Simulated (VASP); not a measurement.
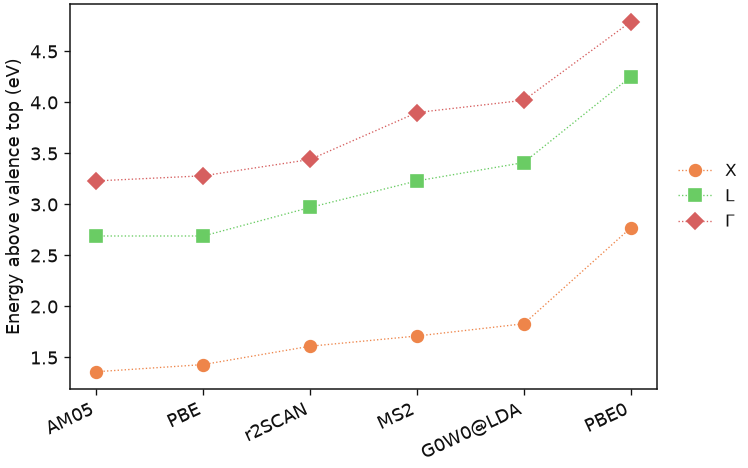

Lowest conduction level at each named k point, counted from the valence-band top at Γ, by several methods on one cell of zincblende BAs, space group F-43m, 2 atoms in the primitive cell; cubic a = 4.777 Å. All runs are without spin-orbit coupling and carry no moments. The smallest gap lies off these points.

Q: How do the methods rank at X?

A: From low to high: AM05 1.36, PBE 1.43, r2SCAN 1.61, MS2 1.71, G0W0@LDA 1.83, PBE0 2.77 eV. Too close to rank are MS2 against G0W0@LDA (different potentials, meshes and cutoffs).

Q: Do the methods agree on which of these conduction levels is lowest?

A: Yes: all put it at X.

```
  method  program  X (eV)  L (eV)  Γ (eV)
    AM05     VASP    1.36    2.69    3.23
     PBE     VASP    1.43    2.69    3.28
  r2SCAN     VASP    1.61    2.97    3.44
     MS2     VASP    1.71    3.23    3.90
G0W0@LDA     VASP    1.83    3.41    4.02
    PBE0     VASP    2.77    4.25    4.79
```

Settings. AM05: VASP PAW PBE potentials, release 64 (As, B), 10×10×10 k mesh, 520 eV cutoff, Fermi-Dirac smearing of 0.05 eV (VASP 6.6.1). PBE: VASP PAW PBE potentials, release 64 (As, B), 14×14×14 k mesh, 800 eV cutoff, Gaussian smearing of 0.01 eV (VASP 6.6.1). r2SCAN: VASP PAW PBE potentials, release 64 (As, B), 10×10×10 k mesh, 520 eV cutoff, Fermi-Dirac smearing of 0.05 eV (VASP). MS2: VASP PAW PBE potentials, release 64 (As, B), 10×10×10 k mesh, 600 eV cutoff, Gaussian smearing of 0.05 eV (VASP 6.6.1). G0W0@LDA: LDA, VASP PAW LDA potentials, release 64 (As_GW, B_GW), 6×6×6 k mesh, 500 eV cutoff, Gaussian smearing of 0.01 eV (VASP 6.6.1), G0W0 with cutoff of the response function 100 eV, frequency points 64, empty bands 91 and GW iterations 1. PBE0: VASP PAW PBE potentials, release 64 (As, B), 6×6×6 k mesh, 520 eV cutoff, Gaussian smearing of 0.02 eV (VASP 6.6.1).

These are six of the 42 methods that were run on this cell. Spin-orbit coupling is left out, which matters for As. AM05, r2SCAN, MS2 and PBE0: the PAW data sets were made with another functional. LDA, GGA and most meta-GGA functionals understate gaps. G0W0@LDA: bands, screening cutoff and mesh are small and nothing is extrapolated, so the quasiparticle values aren't converged. PBE0: the k mesh is thin for exact exchange. Over all k points computed the smallest gap is 1.11 eV in AM05 (mesh alone), 1.20 eV in PBE (mesh alone), 1.37 eV in r2SCAN (mesh alone), 1.54 eV in MS2 (mesh alone), 1.78 eV in G0W0@LDA (mesh alone) and 2.52 eV in PBE0. The GW values are at finite bands, cutoffs and mesh, short of the basis limit.
